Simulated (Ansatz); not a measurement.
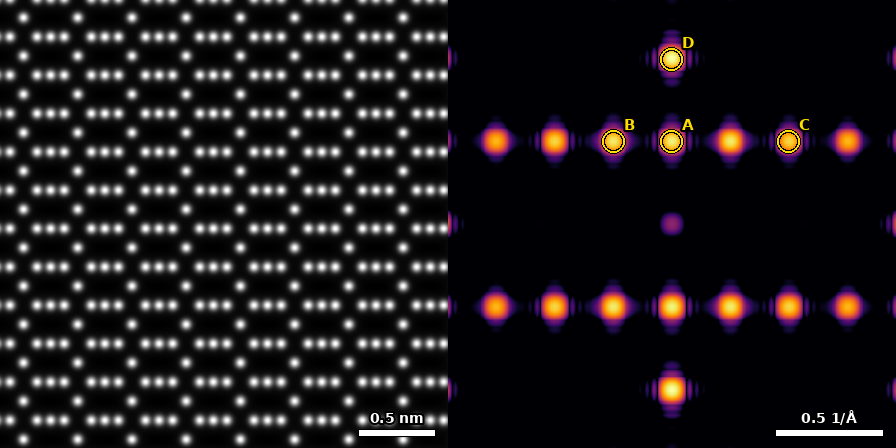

Z-contrast image of a crystal. The image is simulated as a sum over atoms of Z^1.7, blurred by a 0.50 Å probe (no channelling). The probe carries 15 % of its weight in a tail 2.5 times as wide. The display is stretched by a gamma of 0.8; percentages refer to the linear signal.

The right panel is the modulus of the image's Fourier transform on a logarithmic scale.

Q: Which lattice spacings do the marked spots stand for, and what angle do A and B enclose?

A: 2.6 Å, B: 2.1 Å, C: 1.5 Å, D: 1.3 Å; A and B enclose about 35°.

The crystal is Al (Pm-3n, No. 223) along [110]; the spots are (0 0 -2), (-1 1 -2), (2 -2 -2) and (0 0 -4). Structure: coordinates from a relaxation with DFT, PBE, plane waves (420 eV) with PAW, scalar-relativistic in Ansatz 0.2.0; the starting structure was generated, so it need not be a known form of this composition.
